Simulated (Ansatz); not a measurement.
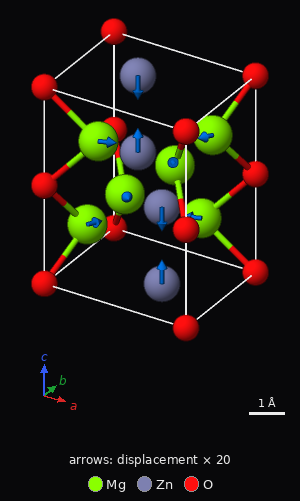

This is a relaxation of crystalline Mg3Zn2O (a generated structure, set up in P6_3/mmc) (coarse preliminary run). The starting structure is drawn; blue arrows show the displacements (the part carried along by the change of the cell is left out), magnified 20 times.

A ball-and-stick model of the cell of the calculation, seen slightly off an axis.

Level of theory: Ansatz, DFT PBE, scalar-relativistic, plane waves, PAW. Settings: plane-wave cutoff 420 eV; k-point mesh 3 × 3 × 4; occupations gaussian; smearing width 0.1 eV; no spin polarisation; cell and atoms relaxed; force threshold 0.04 eV/Å; at most 70 steps.

### What happened in the run?

The largest moves relative to the cell, 0.037 Å, are those of Zn atoms. By element the largest moves are Zn 0.037 Å, Mg 0.029 Å. O stays in place. The volume changes by −2.0 %, with a = b 6.239 → 6.068 Å (−2.7 %), c 5.922 → 6.133 Å (+3.6 %). Some distances before and after: Mg–O 2.219 → 2.243 Å, Zn–Zn 2.302 → 2.309 Å. Bond angles that change, for instance: O–Mg–O 83.7° → 86.3°. The space group stays P6_3/mmc (No. 194). The energy falls by 0.153 eV per cell of the calculation in 4 accepted moves (7 points after the start). The largest force component goes from 0.1 to 0.0029 eV/Å. The pressure goes from −0.16 to 0.01 GPa. The line search rejected the trial step at point 3 of the run. The SCF was repeated twice at an unchanged geometry on a basis and grid sized afresh for the cell, which shifted the energy by 1.2 meV per cell of the calculation at most. Cost: 2.2 min on 1 thread of Intel(R) Xeon(R) Processor @ 2.50GHz (Skylake/Cascade Lake), with other jobs on the host, peak memory 0.52 GiB.

Limits of the set-up: layers or molecules are held without a dispersion correction, so their spacing is unreliable.
